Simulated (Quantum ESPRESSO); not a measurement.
**Co: 7 runs along one coordinate**

System: Co (1 atom in the cell).
Method: Kohn-Sham DFT of a periodic cell, PBE, SSSP 1.3 efficiency PBE, spin-polarised (Quantum ESPRESSO 7.5).

The 7 runs differ only in the geometry, by an even scaling of the cell at fixed fractional positions. The structure derives from a Materials Project entry.

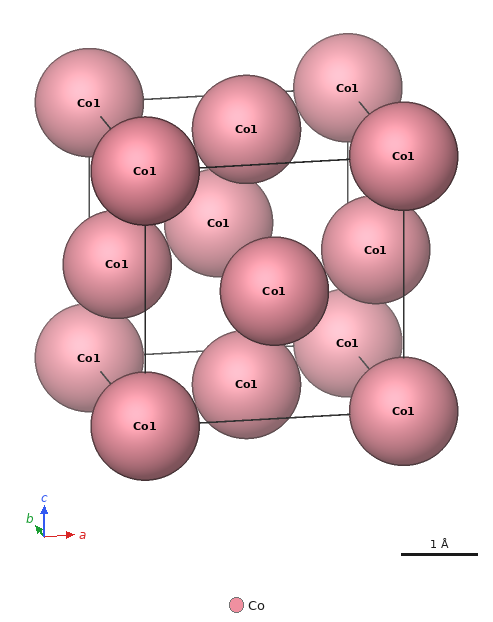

Figure 1. The structure of run 4 (spheres-only view of the cell 4 times as large as that of the calculation, set on its symmetry axes, seen slightly off an axis; atoms are numbered from 1 in the order of the input).

### The input of run 4
```
&CONTROL
  calculation = 'scf'
  prefix = 'pwscf'
  outdir = './tmp'
  pseudo_dir = './pseudo'
  tprnfor = .true.
  tstress = .true.
  disk_io = 'low'
/
&SYSTEM
  ibrav = 0
  nat = 1
  ntyp = 1
  ecutwfc = 55
  ecutrho = 440
  nbnd = 18
  occupations = 'smearing'
  smearing = 'fd'
  degauss = 0.00367493
  nspin = 2
  starting_magnetization(1) = 0.1176
/
&ELECTRONS
  conv_thr = 2d-10
  electron_maxstep = 120
  mixing_beta = 0.3
/
ATOMIC_SPECIES
Co    58.9332 Co_pbe_v1.2.uspp.F.UPF
CELL_PARAMETERS angstrom
   0.0000000000    1.7566572351    1.7566572351
   1.7566572351    0.0000000000    1.7566572351
   1.7566572351    1.7566572351    0.0000000000
ATOMIC_POSITIONS crystal
Co     0.0000000000    0.0000000000    0.0000000000
K_POINTS automatic
13 13 13 0 0 0
```

### File pp_density.in of run 4
```
&INPUTPP
  prefix = 'pwscf'
  outdir = './tmp'
  filplot = 'density.dat'
  plot_num = 0
/
&PLOT
  nfile = 1
  filepp(1) = 'density.dat'
  iflag = 3
  output_format = 6
  fileout = 'density.cube'
/
```

### File pp_potential.in of run 4
```
&INPUTPP
  prefix = 'pwscf'
  outdir = './tmp'
  filplot = 'potential.dat'
  plot_num = 11
/
&PLOT
  nfile = 1
  filepp(1) = 'potential.dat'
  iflag = 3
  output_format = 6
  fileout = 'potential.cube'
/
```

### File pp_spin.in of run 4
```
&INPUTPP
  prefix = 'pwscf'
  outdir = './tmp'
  filplot = 'spin.dat'
  plot_num = 6
/
&PLOT
  nfile = 1
  filepp(1) = 'spin.dat'
  iflag = 3
  output_format = 6
  fileout = 'spin.cube'
/
```

Command:
```bash
OMP_NUM_THREADS=1 pw.x -in pw.in > pw.out
OMP_NUM_THREADS=1 pp.x -in pp_density.in > pp_density.out
OMP_NUM_THREADS=1 pp.x -in pp_potential.in > pp_potential.out
OMP_NUM_THREADS=1 pp.x -in pp_spin.in > pp_spin.out
```

Lattice vectors (Å) and fractional positions of run 4:
```
   0.000000    1.756657    1.756657
   1.756657    0.000000    1.756657
   1.756657    1.756657    0.000000
Co  0.000000  0.000000  0.000000
```

Run 5 has the same physical settings and fractional positions; its lattice vectors (Å) are:
```
   0.000000    1.768291    1.768291
   1.768291    0.000000    1.768291
   1.768291    1.768291    0.000000
```

### Results, with one run withheld

| run | volume per atom (Å³) | free energy per atom, from the lowest run given (meV) | pressure (GPa) |
| --- | --- | --- | --- |
| 1 | 10.191 | 34.40 | 16.84 |
| 2 | 10.408 | 15.51 | 10.85 |
| 3 | 10.625 | 4.31 | 5.48 |
| 4 | 10.842 | 0.00 | 0.69 |
| 5 | 11.058 | ? | ? |
| 6 | 11.275 | 8.89 | −7.23 |
| 7 | 11.492 | 20.60 | −10.34 |

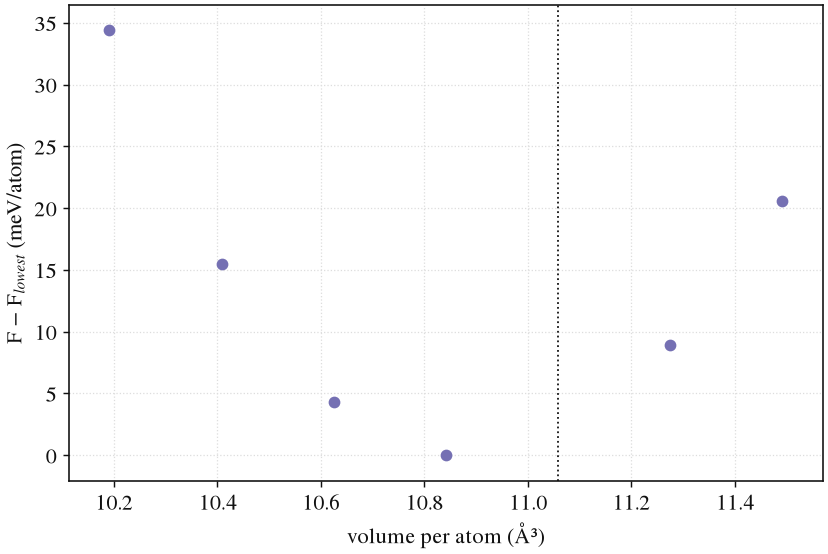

Figure 2. Free energy per atom of the runs given; the dotted line marks run 5.

Fit the runs given and predict run 5.

A cubic polynomial in V^(−2/3) (the Birch–Murnaghan form), fitted to the 6 runs given, misses them by at most 0.04 meV per atom. With x = V^(−2/3) − 0.20480 Å⁻², it reads F = 0.48613 + 951.91 x + 4.073e+05 x² + 1.3383e+06 x³ (meV per atom). At run 5 it gives 1.78 meV per atom, and the run itself gives 1.74. The slope of the fit gives a pressure −dF/dV of −3.34 GPa there, and the run prints −3.55 GPa. The two needn't agree exactly: the fit is approximate, and the printed stress is taken on a finite basis. The fit has its minimum at 10.883 Å³ per atom, where V d²F/dV² gives 218 GPa: the bulk modulus at this level, since symmetry fixes the shape and the positions.

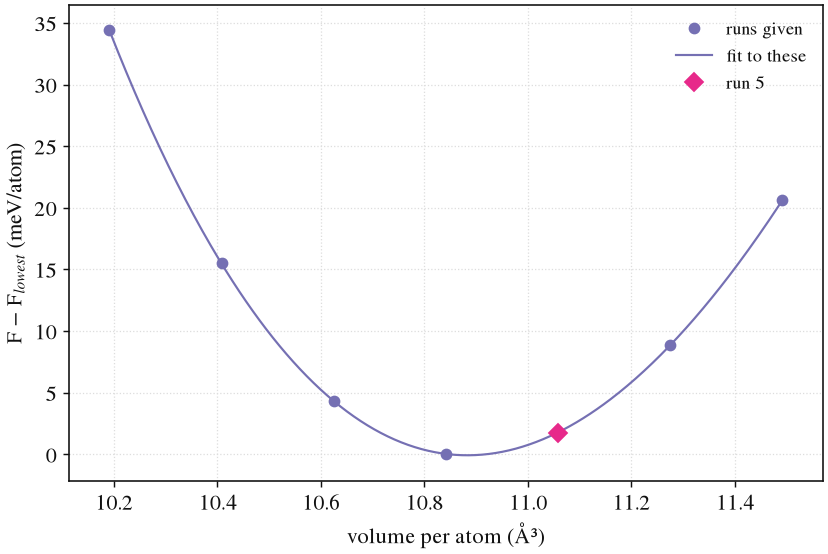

Figure 3. The fit and the withheld run.

### Some lines of the output (run 5)
```
[...]
     total energy              =    -298.41676255 Ry
     total energy              =    -298.48799517 Ry
     total energy              =    -298.48896376 Ry
     total energy              =    -298.48937175 Ry
     total energy              =    -298.48941905 Ry
     total energy              =    -298.48945991 Ry
     total energy              =    -298.48946155 Ry
     total energy              =    -298.48946181 Ry
     total energy              =    -298.48946184 Ry
     the Fermi energy is    18.1845 ev
!    total energy              =    -298.48946187 Ry
     The total energy is F=E-TS. E is the sum of the following terms:
     Computing stress (Cartesian axis) and pressure
          total   stress  (Ry/bohr**3)                   (kbar)     P=      -35.53
```
